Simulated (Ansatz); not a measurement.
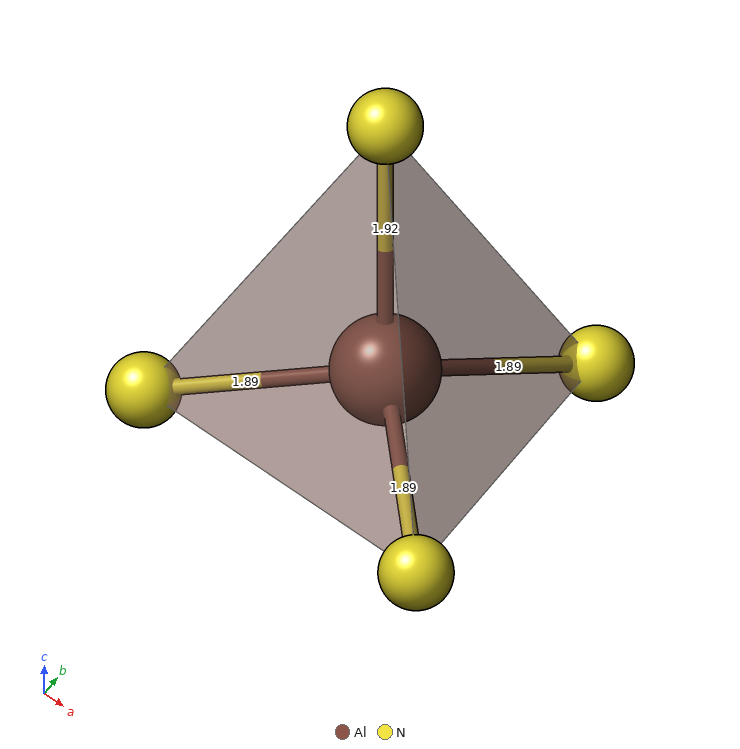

Coordination of Al in AlN (P6_3mc); bond lengths in Å. Continuous shape measures are computed against ideal polyhedra (0 is ideal; above about 3 the distortion is strong). Source: a calculation's input that goes back to an entry of the Crystallography Open Database (an earlier step may have relaxed or displaced it).

Name the coordination polyhedron and say how regular it is.

Answer. AlN4: an essentially ideal tetrahedron (coordination number 4, S = 0.02; next best see-saw, S = 9.4).
